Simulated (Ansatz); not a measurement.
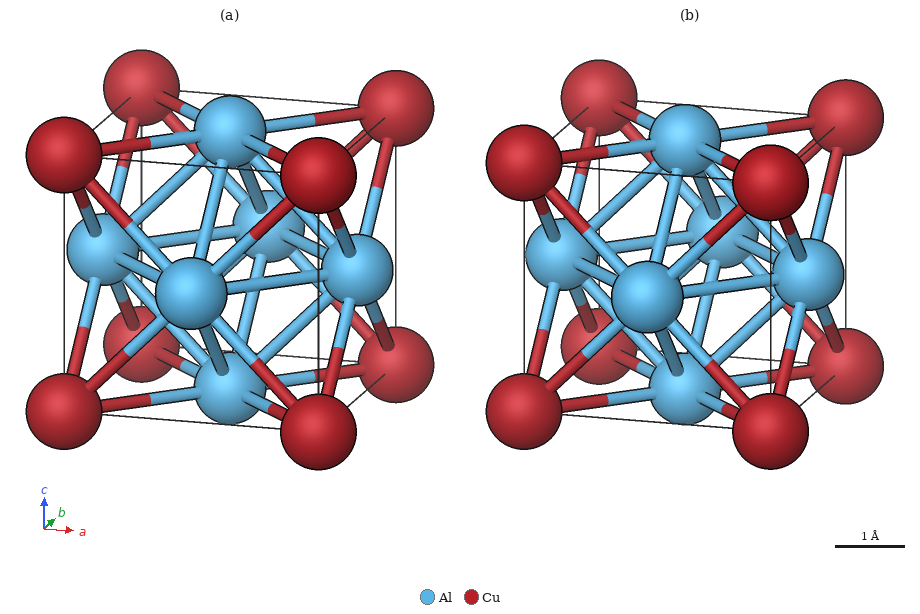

Left: crystalline Al3Cu (set up in Pm-3m). Right: the same structure after one change, at the same scale. The picture is a ball-and-stick view of the cell of the calculation, seen slightly off an axis.

Method: DFT PBEsol, scalar-relativistic, plane waves, PAW (Ansatz 0.2.0). Set-up: plane-wave cutoff 420 eV; k-point mesh 12 × 12 × 12; occupations gaussian; smearing width 0.1 eV; no spin polarisation.

> Which change leads from the left to the right?

All lengths are scaled by −3.1 % (volume −9.0 %), the atoms keeping their fractional coordinates. No relaxation follows.

> What does the change do?

Near-neighbour distances before and after: Al–Cu 2.752 → 2.667 Å, Al–Al 2.752 → 2.667 Å. The space group stays Pm-3m (No. 221). It costs 44.4 meV per atom. The pressure goes from 0.0 to 11.7 GPa. All forces vanish by symmetry.
